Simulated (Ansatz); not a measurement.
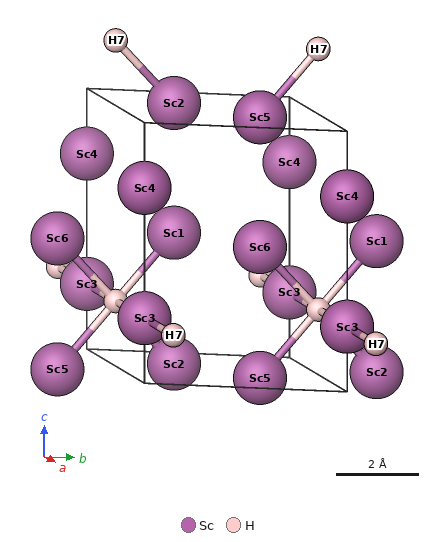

**Figure 1.** The structure of the first run (ball-and-stick view of the reduced cell, seen slightly off an axis; bonded neighbours outside the cell are drawn too; atoms are numbered from 1 in the order of the input).

# Sc₆H: a changed input and its effect

System: Sc₆H (7 atoms in the cell).
Method of the first run: DFT PBE, scalar-relativistic, plane waves, PAW, no spin polarisation (Ansatz 0.2.0).

The structure derives from a Materials Project entry. Text and figures count atoms from 1; the logs count them from 0 in places.

The input, the first run:
```yaml
crystal:
  lattice:
    - [4.4265653403, -2.5592309321, 0.0023926497]
    - [4.4201213843, 2.5480373008, 0.0023866289]
    - [-0.0035272243, -3.1482e-06, 6.4739452318]
  atoms:
    - { symbol: Sc, position: [0.3354231601, 0.3323797077, 0.5012381308] }
    - { symbol: Sc, position: [0.3354237232, 0.3323789114, 0.998752248] }
    - { symbol: Sc, position: [0.0, 0.0, 0.25] }
    - { symbol: Sc, position: [0.0, 0.0, 0.75] }
    - { symbol: Sc, position: [0.6645768399, 0.6676202923, -0.0012381308] }
    - { symbol: Sc, position: [0.6645762768, 0.6676210886, 0.501247752] }
    - { symbol: H, position: [0.0, 0.5, 0.25] }
basis:
  ecutwfc: 420
kpoints:
  mp_grid: { grid: [8, 8, 6] }
hamiltonian:
  xc: pbe
scf:
  occupations: { method: gaussian, width: 0.1 }
output:
  forces: true
  stress: true
  eigenvalues: true
relax:
  adjacent_minimum: "off"
  f_tol: 0.025
  max_steps: 70
  cell: { stress_tol: 0.12 }
```

Command:
```bash
ansatz run input.yaml --threads 2 --pin off --max-ram 5120MiB --backend cpu --events-out ev --progress --plain --runs-dir out
```

Hardware: 2 threads of Arm Neoverse V1, 24 GiB of memory available, shared host.

Output, shortened to warnings, some set-up lines, iterations and results (the first run):
```
Warning: the atoms were moved onto the symmetric positions of the space group found under crystal.symmetry.tolerance 1.0e-5 (fractional; no operation is sought that the atoms, as they stand in a round, miss by more than twice it, and no atom is moved by as much as it), and the run uses the moved positions. Before a round's move an operation carried an atom to 6.24e-5 Å from where it should land, …
Basis set: ecut = 420 eV, 2879 PW (Γ), exchange–correlation on 72×72×90 points (8 copies of the dense FFT grid, shifted against one another)
Symmetry: 4 space group operations
k-points: 136 of 384
Initial density: superposition of atomic densities (neutral atoms: chi_scale 0, normalization atom), corrected by the library's trained network
[...]
SCF iter   1: F=—  HF=-12831.272480 eV  |F-HF|=—  |Δ(HF+E_count)|=         —  Δρ=6.50e-3  dr2=2.15e-1  ethr=1.77e-3  ⟨swp⟩=6.0  Hψ=22755  notcnv=0
SCF iter   2: F=—  HF=-12831.252239 eV  |F-HF|=—  |Δ(HF+E_count)|=   2.02e-2  Δρ=3.05e-3  dr2=4.45e-2  ethr=3.20e-4  ⟨swp⟩=1.6  Hψ=6855  notcnv=0  defer=88
SCF iter   3: F=—  HF=-12831.246492 eV  |F-HF|=—  |Δ(HF+E_count)|=   5.75e-3  Δρ=1.00e-3  dr2=4.54e-3  ethr=6.64e-5  ⟨swp⟩=2.0  Hψ=6222  notcnv=0  defer=88
SCF iter   4: F=—  HF=-12831.245871 eV  |F-HF|=—  |Δ(HF+E_count)|=   6.21e-4  Δρ=2.48e-4  dr2=1.28e-4  ethr=6.77e-6  ⟨swp⟩=2.0  Hψ=6800  notcnv=0  defer=88
SCF iter   5: F=—  HF=-12831.245858 eV  |F-HF|=—  |Δ(HF+E_count)|=   1.26e-5  Δρ=7.47e-5  dr2=8.23e-6  ethr=1.90e-7  ⟨swp⟩=2.0  Hψ=6826  notcnv=0  defer=88
[... 26 lines ...]
SCF iter   5: F=-12831.246477 eV  HF=-12831.246477 eV  |F-HF|=3.64e-12  |Δ(HF+E_count)|=    0.00e0  Δρ=2.88e-8  dr2=1.31e-12  ethr=1.00e-12  ⟨swp⟩=1.0  Hψ=5576  notcnv=0
SCF iter   6: F=-12831.246477 eV  HF=-12831.246477 eV  |F-HF|=0.00e0  |Δ(HF+E_count)|=  3.64e-12  Δρ=6.39e-9  dr2=9.41e-14  ethr=1.00e-12  ⟨swp⟩=1.0  Hψ=5576  notcnv=0
SCF iter   7: F=-12831.246477 eV  HF=-12831.246477 eV  |F-HF|=5.46e-12  |Δ(HF+E_count)|=    0.00e0  Δρ=1.76e-9  dr2=7.10e-15  ethr=1.00e-12  ⟨swp⟩=1.1  Hψ=11811  notcnv=0
SCF 4 converged in 7 iterations: F = -12831.246477 eV  dr2 = 7.10e-15
relax step   4: F+E_penalty+E_count = -12831.24647667 eV  Δ(F+E_penalty+E_count) = -4.107e-5 eV  max|allowed force component| = 2.645e-3 eV/Å  Δτ_max = 0.0000 Å  P = +0.022 …
basis re-selected at this cell: Δ(F+E_penalty+E_count) = -4.107e-5 eV, ΔP = -0.000 GPa vs the last step (what re-selecting the basis moved, of the pressure what is left beyond the Pulay correction that the steps carried, after the strain that the cell walked since its last selection, with what the …
SCF converged after 7 iterations
Free energy (F): -12831.246477 eV
Harris-Foulkes:  -12831.246477 eV  (|F-HF|=5.46e-12)
Internal energy: -12831.192001 eV  (E = F + TS)
E sigma→0 (E₀):  -12831.219239 eV
Entropy (-TS):   -0.054476 eV (-7.782 meV/atom)
Fermi energy:    9.467854 eV
--- Per-component energies (eV) ---
  E_band       = -996.927573
  E_kinetic    = 1578.071233
  E_local      = -5020.801317  (includes V_loc(G=0)·N_el)
  E_nonlocal   = 500.970874
  E_hartree    = 1714.192951
  E_xc         = -634.651551
  E_vxc        = -786.114547  (∫ρ·V_xc dr)
  E_paw        = -5733.738073  (= ΣΔE_a)
  E_vpaw       = -697.438633  (= ΣTr[D̂ρ^β])
  E_aug_tail   = -0.001084  (compensation charges beyond the density's cutoff)
  E_ewald      = -5235.235033
  E_smearing   = -0.054476  (= −TS)
  E_closure    = -0.000000  (closes the sum)
  Σ components = -12831.246477   (vs F -12831.246477, Δ=0.00e0)
--- Forces (eV/Å), atoms counted from 1 ---
  atom   1  Sc     0.00092045    -0.00264520    -0.00183837
  atom   2  Sc     0.00091845    -0.00264520     0.00183937
  atom   3  Sc     0.00000000     0.00000000     0.00000000
  atom   4  Sc     0.00000000     0.00000000     0.00000000
  atom   5  Sc    -0.00092045     0.00264520     0.00183837
  atom   6  Sc    -0.00091845     0.00264520    -0.00183937
  atom   7  H      0.00000000     0.00000000     0.00000000
  max |Σ_I F_I| component: 2.17e-19 eV/Å
--- Stress (GPa, compression-positive) ---
       -0.014205      -0.035390      -0.000018
       -0.035390       0.062384      -0.000019
       -0.000018      -0.000019       0.019182
  P = ⅓ Tr σ = 0.0225 GPa (0.225 kbar)
--- Relaxed structure (3 steps of the walk, 2 accepted, 1 SCFs on fresh bases) ---
  F+E_penalty+E_count = -12831.24647667 eV   max|allowed force component| = 2.645e-3 eV/Å   (the final SCF, on the basis selected at the relaxed cell)
  cell:  # Å, volume = 146.4278 Å³
    - [4.42933165908325, -2.5661685136727943, 0.0024030746953451064]
    - [4.41998453079503, 2.5499300424985107, 0.002397975537164816]
[...]
```

For the second run the input was changed thus:
```diff
+  max_iter: 80
+magnetization:
+  spin_polarized: true
+  initial_magnetization: 15
```

Predict how the results change.

The energy is the same within 0.01 meV per atom. With spin allowed, the absolute moment of the cell comes to 0.00 μB. The SCF takes 43 iterations over all geometry steps against 28. On the same kind of shared host the second run took about 3.4 times as long. The two runs start from different initial densities, which also moves the count.

Output, shortened to warnings, some set-up lines, iterations and results (the second run):
```
Warning: the atoms were moved onto the symmetric positions of the space group found under crystal.symmetry.tolerance 1.0e-5 (fractional; no operation is sought that the atoms, as they stand in a round, miss by more than twice it, and no atom is moved by as much as it), and the run uses the moved positions. Before a round's move an operation carried an atom to 6.24e-5 Å from where it should land, …
Warning: where an SCF of this run starts from atoms to list the orders of its open shells, Sc (sites 0, 1, 2, 3, 4, 5, from 0) starts with 1.00 μB on its 3d shell, in the place of the 2.14 μB that the deck gives it: its open shells can hold no more by Hund's first rule. To start from spheres of the given moment, type scf.initial_density.shell_occupations: []
Warning: where an SCF of this run starts from atoms to list the orders of its open shells, H (site 6, from 0) starts with 1.00 μB on its 1s shell, in the place of the 2.14 μB that the deck gives it: its open shells can hold no more by Hund's first rule. To start from spheres of the given moment, type scf.initial_density.shell_occupations: []
WARN: the starting moments were not kept: the SCF closed with an absolute magnetisation of 7.1e-5 μB, where they sum to 15 μB in size (7 sites). That is at most 0.1 of that sum. Measured as dr2_m measures the in/out step, that magnetisation stands 1.4e-10 eV from none, at or under the dr2_threshold of 1.0e-7 eV: it is no larger than a step whose dr2_m would equal this threshold. The system may …
Basis set: ecut = 420 eV, 2879 PW (Γ), exchange–correlation on 72×72×90 points (8 copies of the dense FFT grid, shifted against one another)
Symmetry: 4 space group operations
k-points: 136 of 384
Initial density: superposition of atomic densities (chi_scale 0.1, normalization cell, long waves kept (reshape's long-wave potential 0.05 eV rms))
[...]
SCF iter   1: F=—  HF=-12816.539721 eV  |F-HF|=—  |Δ(HF+E_count)|=         —  Δρ=3.44e-2 (↑3.44e-2 ↓3.32e-2)  dr2=5.40e-1  dr2_m=1.43e0  M=15.000 μB ∫|m|=15.000 μB  β_m=0.30  …
SCF iter   2: F=—  HF=-12829.557790 eV  |F-HF|=—  |Δ(HF+E_count)|=         —  Δρ=3.56e-2 (↑3.56e-2 ↓2.52e-2)  dr2=1.25e0  dr2_m=1.07e0  M=5.512 μB ∫|m|=5.512 μB  β_m=0.30  …
SCF iter   3: F=—  HF=-12830.128826 eV  |F-HF|=—  |Δ(HF+E_count)|=   5.71e-1  Δρ=2.65e-2 (↑2.65e-2 ↓2.03e-2)  dr2=7.20e-1  dr2_m=6.27e-1  M=5.112 μB ∫|m|=5.112 μB  β_m=0.65  …
SCF iter   4: F=—  HF=-12831.053166 eV  |F-HF|=—  |Δ(HF+E_count)|=   9.24e-1  Δρ=4.60e-3 (↑3.89e-3 ↓4.60e-3)  dr2=3.22e-2  dr2_m=1.75e-2  M=3.409 μB ∫|m|=3.420 μB  β_m=0.80  …
SCF iter   5: F=—  HF=-12831.156551 eV  |F-HF|=—  |Δ(HF+E_count)|=         —  Δρ=4.88e-3 (↑4.81e-3 ↓4.88e-3)  dr2=1.81e-2  dr2_m=2.98e-2  M=2.380 μB ∫|m|=2.393 μB  β_m=0.80  …
[... 41 lines ...]
SCF iter   2: F=—  HF=-12831.246476 eV  |F-HF|=—  |Δ(HF+E_count)|=   1.86e-6  Δρ=3.10e-6 (↑3.10e-6 ↓3.10e-6)  dr2=1.40e-9  dr2_m=1.47e-14  M=0.000 μB ∫|m|=0.000 μB  β_m=0.65  …
SCF iter   3: F=—  HF=-12831.246477 eV  |F-HF|=—  |Δ(HF+E_count)|=   1.91e-7  Δρ=7.17e-8 (↑7.09e-8 ↓7.17e-8)  dr2=7.50e-12  dr2_m=4.26e-15  M=0.000 μB ∫|m|=0.000 μB  β_m=0.74 …
SCF iter   4: F=-12831.246477 eV  HF=-12831.246477 eV  |F-HF|=3.64e-12  |Δ(HF+E_count)|=  8.00e-11  Δρ=2.34e-8 (↑2.26e-8 ↓2.34e-8)  dr2=6.78e-12  dr2_m=1.36e-15  M=0.000 μB …
SCF 4 converged in 4 iterations: F = -12831.246477 eV  dr2 = 6.78e-12
relax step   4: F+E_penalty+E_count = -12831.24647657 eV  Δ(F+E_penalty+E_count) = -4.107e-5 eV  max|allowed force component| = 2.653e-3 eV/Å  Δτ_max = 0.0000 Å  P = +0.022 …
basis re-selected at this cell: Δ(F+E_penalty+E_count) = -4.107e-5 eV, ΔP = -0.000 GPa vs the last step (what re-selecting the basis moved, of the pressure what is left beyond the Pulay correction that the steps carried, after the strain that the cell walked since its last selection, with what the …
SCF converged after 4 iterations
Magnetization: 0.0000 μB (33.5000 up, 33.5000 down)
Absolute magnetization: 0.0000 μB (∫|ρ↑−ρ↓|, with the PAW one-centre terms)
Spin contamination: 0.0000 ħ² per cell (⟨S²⟩ above its minimum at these occupations)
Per-site moments (μB) at R_I (Å): [(4.250800580871995e-9, 0.9103691738992145), (4.250800556806455e-9, 0.9103691738992145), (5.2937165278562246e-8, 1.0524496474394172), (4.792873030930429e-8, 1.3341353524017558), (4.250800598499555e-9, 0.9103691738992145), (4.2508005703831675e-9, …
Free energy (F): -12831.246477 eV
Harris-Foulkes:  -12831.246477 eV  (|F-HF|=3.64e-12)
Internal energy: -12831.192001 eV  (E = F + TS)
E sigma→0 (E₀):  -12831.219239 eV
Entropy (-TS):   -0.054476 eV (-7.782 meV/atom)
Fermi energy:    9.467865 eV
--- Per-component energies (eV) ---
  E_band       = -996.926698
  E_kinetic    = 1578.071287
  E_local      = -5020.798270  (includes V_loc(G=0)·N_el)
  E_nonlocal   = 500.970872
  E_hartree    = 1714.191818
  E_xc         = -634.651580
  E_vxc        = -786.114587  (∫ρ·V_xc dr)
  E_paw        = -5733.738072  (= ΣΔE_a)
  E_vpaw       = -697.438642  (= ΣTr[D̂ρ^β])
  E_aug_tail   = -0.001084  (compensation charges beyond the density's cutoff)
  E_ewald      = -5235.236971
  E_smearing   = -0.054476  (= −TS)
  E_closure    = -0.000000  (closes the sum)
  Σ components = -12831.246477   (vs F -12831.246477, Δ=0.00e0)
--- Forces (eV/Å), atoms counted from 1 ---
  atom   1  Sc     0.00092473    -0.00265297    -0.00188124
  atom   2  Sc     0.00092269    -0.00265297     0.00188224
  atom   3  Sc     0.00000000     0.00000000     0.00000000
  atom   4  Sc     0.00000000     0.00000000     0.00000000
  atom   5  Sc    -0.00092473     0.00265297     0.00188124
  atom   6  Sc    -0.00092269     0.00265297    -0.00188224
  atom   7  H      0.00000000    -0.00000000     0.00000000
  max |Σ_I F_I| component: 1.08e-19 eV/Å
--- Stress (GPa, compression-positive) ---
[...]
```

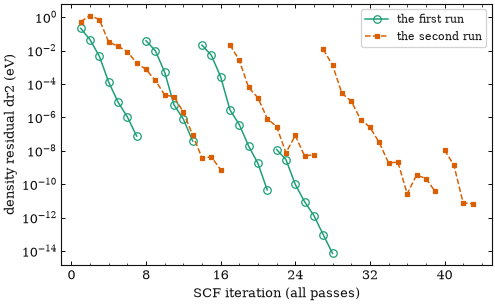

**Figure 2.** Convergence of the two runs: density residual dr2 against the SCF iteration. A break in a curve parts two SCF passes. The first run takes 28 iterations in all, and the second run takes 43.

The two runs side by side:

```tsv
quantity	the first run	the second run
outcome	converged	converged
free energy per atom (eV)	−1833.0352	−1833.0352
energy per atom, smearing taken to zero (eV)	−1833.0313	−1833.0313
gap on the mesh (eV)	0.00	0.00
pressure (GPa)	0.02	0.02
largest force (eV/Å)	0.003	0.003
SCF iterations	28	43
irreducible k-points	136	136
net moment of the cell (μB)	–	0.00
absolute moment of the cell (μB)	–	0.00
wall time (shared host)	1.9 min	6.5 min
```

For the first run: Warnings: the structure was made exactly symmetric. For the second run: This input holds a deliberate fault: an impossible spin (`magnetization`). It did no harm here: the run converged to the energy of the sound run within 1 meV per atom. Warnings: some starting moments were not kept; the structure was made exactly symmetric.
